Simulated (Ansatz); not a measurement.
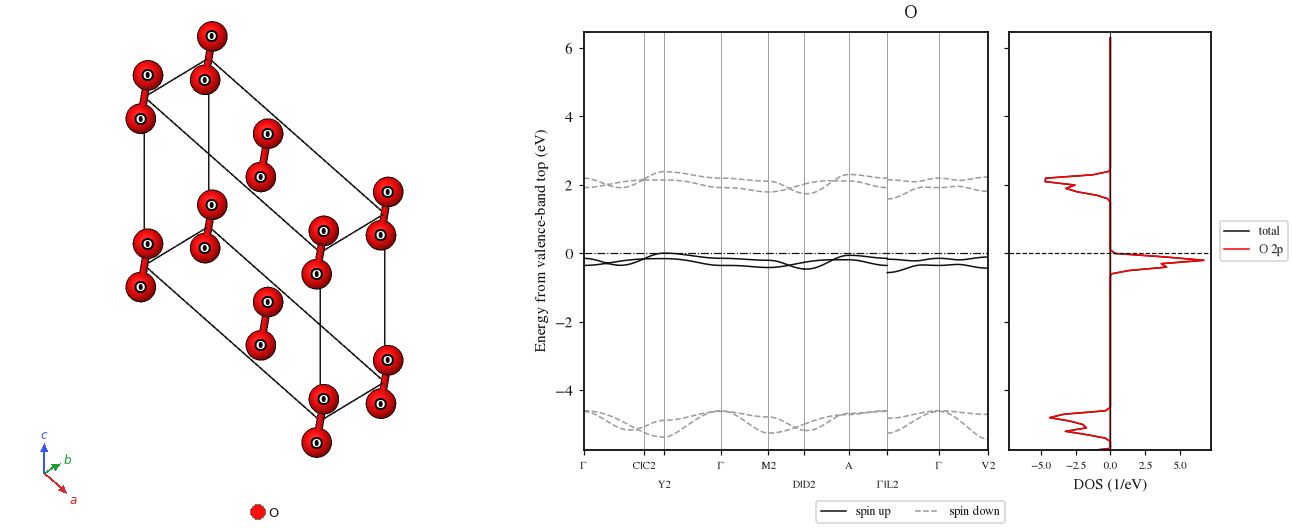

Band structure and density of states, beside the structure. Energies are counted from the top of the valence band. The partial curves are projected on Löwdin-orthogonalised atomic shells. Spin-down states are drawn negative.

System: O, space group C2/m (No. 12), 2 atoms in the cell; a = 3.54 Å, b = 3.54 Å, c = 4.54 Å, α = 118.86°, β = 118.86°, γ = 60.62°.

Level of theory: DFT PBE+D3(BJ), scalar-relativistic, plane waves, PAW, spin-polarised, 10×10×8 k mesh, 420 eV cutoff, Gaussian smearing of 0.02 eV; code Ansatz 0.2.0.

**Read off the fundamental gap and say whether it is direct.**

The material is gapped. The gap along this path is 1.58 eV and indirect, from the valence-band top at Y2 to the conduction-band bottom at L2; the smallest direct gap is 6.41 eV, at L2. The top filled level has spin up and the bottom empty one spin down.

**Which states form the band edges?**

By projected weight, the top eV of the valence band is O 2p almost alone; the bottom eV of the conduction band is O 2p almost alone.

**Is the cell magnetic? Give the net moment.**

The two spin channels differ: the cell has a net moment of 2.0 μB, with spin up in the majority.
